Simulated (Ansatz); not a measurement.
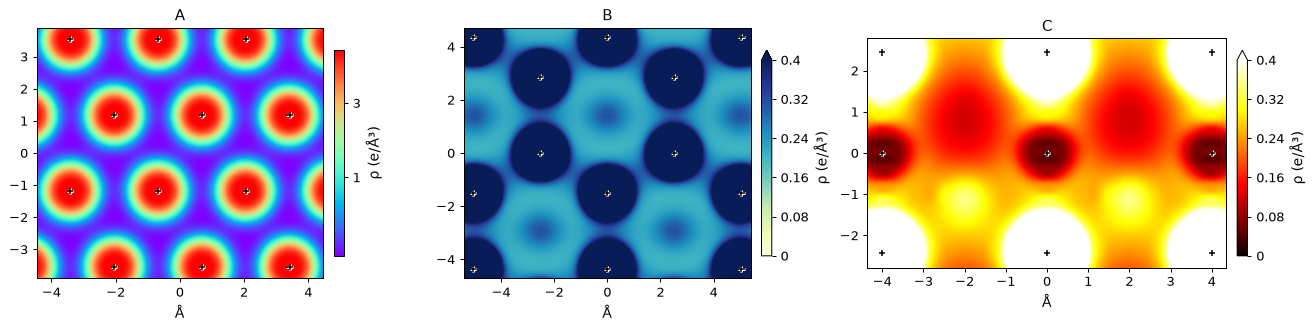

The valence charge density (pseudo) of 3 systems, each on a plane through atoms (crosses mark nuclei in the plane).

All numbers below come from DFT r2SCAN, scalar-relativistic, plane waves, PAW (Ansatz 0.2.0).

System 1: Ta$_{2}$Si, the (11̄0) plane of the conventional cell. Space group I4/mcm; a structure from a database of computed crystals, not necessarily the ambient phase.

```
Ta Si
1.0
     6.17553    0.00000    0.00000
     0.00000    6.17553    0.00000
     0.00000    0.00000    5.04728
Ta Si
8 4
Direct
  0.33641 0.16359 0.50000
  0.83641 0.66359 0.00000
  0.33641 0.83641 0.00000
  0.83641 0.33641 0.50000
  0.16359 0.33641 0.00000
  0.66359 0.83641 0.50000
  0.66359 0.16359 0.00000
  0.16359 0.66359 0.50000
  0.00000 0.00000 0.25000
  0.50000 0.50000 0.75000
  0.00000 0.00000 0.75000
  0.50000 0.50000 0.25000
```

System 2: Al$_{3}$Ni$_{2}$, the (100) plane of the conventional cell. Space group P-3m1; a structure from a database of computed crystals, not necessarily the ambient phase; computed without spin polarisation.

```
CELL_PARAMETERS angstrom
4.00672 0.00000 0.00000
-2.00336 3.46992 0.00000
0.00000 0.00000 4.86153
ATOMIC_POSITIONS crystal
Al 0.00000 0.00000 0.00000
Al 0.33333 0.66667 0.64844
Al 0.66667 0.33333 0.35156
Ni 0.33333 0.66667 0.14621
Ni 0.66667 0.33333 0.85379
```

System 3: Mo, the (001) plane of the conventional cell. Space group P6/mmm; a structure from a database of computed crystals, not necessarily the ambient phase; changed on purpose from its base cell (strain +0.000 along x and y, -0.030 along z, atoms carried along); computed pressure about 8 GPa in this cell; computed without spin polarisation.

```xyz
1
Lattice="2.7355 0.0000 0.0000 -1.3678 2.3690 0.0000 0.0000 0.0000 2.4785" Properties=species:S:1:pos:R:3 pbc="T T T"
Mo    0.0000    0.0000    1.2393
```

### Which map belongs to which system?

Panel A is system 3, Mo: the plane holds Mo. Mo–Mo (2.74 Å): the density is about 0.37 e/Å³ at the midpoint. Panel B is system 1, Ta$_{2}$Si: the plane holds Ta. Ta–Ta (2.86 Å): the density is about 0.31 e/Å³ at the midpoint. Panel C is system 2, Al$_{3}$Ni$_{2}$: the plane holds Al and Ni. Al–Ni (2.42 Å): ρ is about 0.34 e/Å³ halfway.
